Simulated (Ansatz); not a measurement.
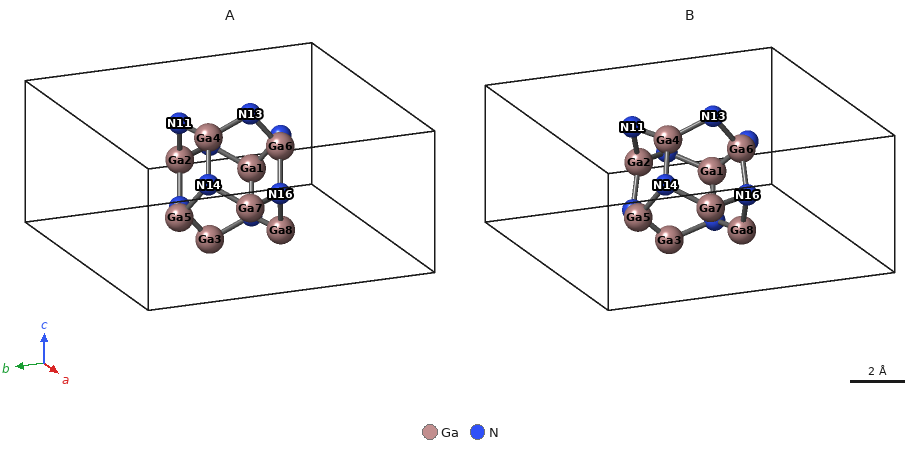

Two geometries of a wire of composition GaN, drawn at one scale. One is the start of a relaxation, the other its converged end. The picture is a ball-and-stick view of the cell of the calculation, with the vacuum cut short, seen from a free direction.

Level of theory: Ansatz 0.2.0, DFT PBE, scalar-relativistic, plane waves, PAW. (plane-wave cutoff 420 eV; k-point mesh 1 × 1 × 9; occupations gaussian; smearing width 0.05 eV; no spin polarisation; cell relaxed at fixed a, b, alpha, beta, gamma; force threshold 0.02 eV/Å; at most 45 steps)

Which geometry has the lower energy?

Structure B is the relaxed one. Case: (4,0) tube. After 6 accepted moves (8 points after the start) the energy has fallen by 2.150 eV per cell of the calculation. Largest force component: 2.1 eV/Å at the start, 0.0015 eV/Å at the end. The SCF was repeated twice at an unchanged geometry on a basis and grid sized afresh for the cell, which shifted the energy by 13.3 meV per cell of the calculation at most. The largest moves relative to the centre of the atoms, 0.28 Å, are those of N atoms. By element the largest moves are N 0.28 Å, Ga 0.05 Å. Along the periodic axis the drawn cell goes c 5.564 → 5.381 Å (−3.3 %). Near-neighbour distances that change, for instance: Ga–N 1.819 → 1.900 Å, Ga–N 1.855 → 1.866 Å. Among the angles between lasting bonds that change: N–Ga–N 105.3° → 120.0°, Ga–N–Ga 120.6° → 112.4°, Ga–N–Ga 105.3° → 102.0°. Cost: 46 s on 4 threads of AMD EPYC 9R45 96-Core Processor (Zen 5) (shared host), peak memory 1.9 GiB.
